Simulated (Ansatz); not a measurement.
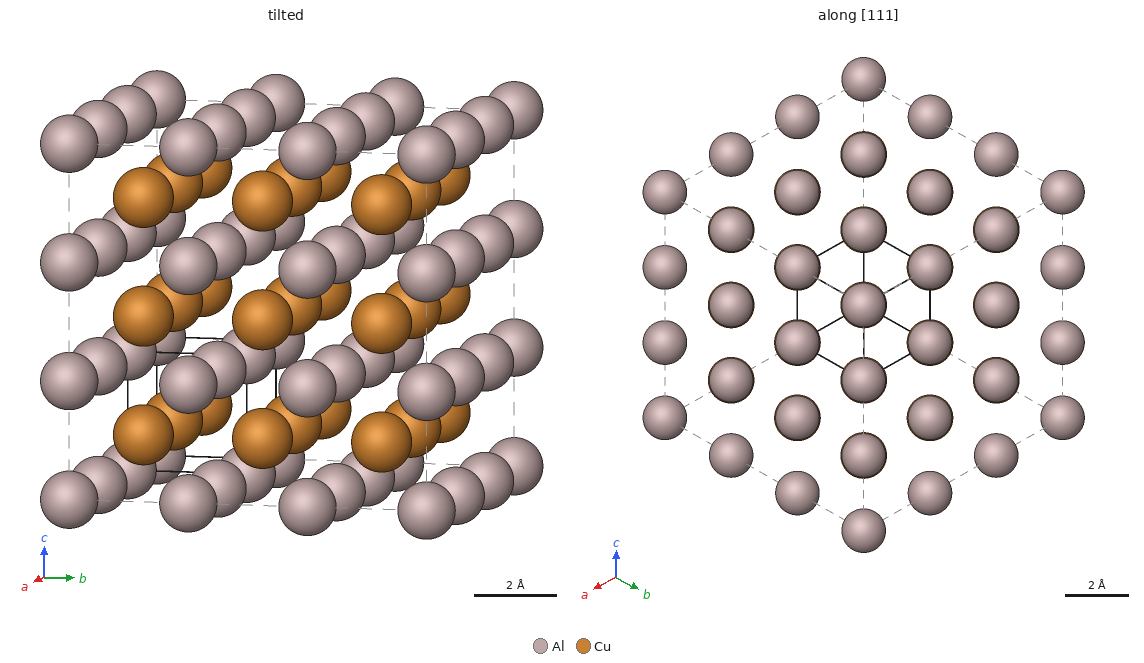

Spheres-only representation of a periodic structure, projected slightly off an axis and along [111]. Solid lines give the unit cell, repeated here 3×3×3 times.

Characterise what is shown.

Composition: AlCu. Strictly the space group is P4/mmm (No. 123, within 0.01 Å). It is a distorted form of a primitive cubic structure, space group Pm-3m (No. 221) within 0.25 Å: caesium chloride (CsCl, B2) type. Counting shared atoms by their share gives 1 Al, 1 Cu, or 2 atoms.

Its origin is a structure listed in the Materials Project. The cell was then strained or its atoms displaced on purpose. It was run through Ansatz as a DFT input.
